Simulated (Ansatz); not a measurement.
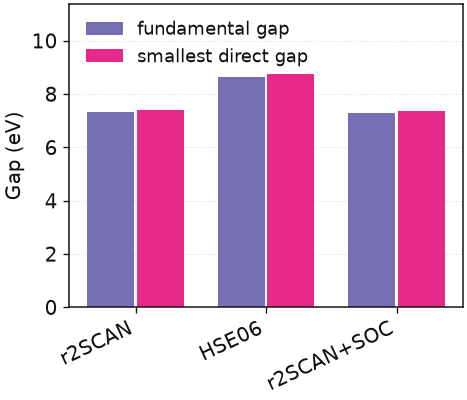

Gaps of BaF₂, space group I4/mmm (No. 139), 3 atoms in the cell, fluorite type, uniaxial (z) strain +2.0%, at several levels of theory on one cell (Ansatz, plane waves and PAW; edges over the mesh and the special points).

**How does the gap depend on the level, and does its kind change?**

In rising order: r2SCAN+SOC 7.30 eV, r2SCAN 7.31 eV and HSE06 8.66 eV. It is indirect at every level.
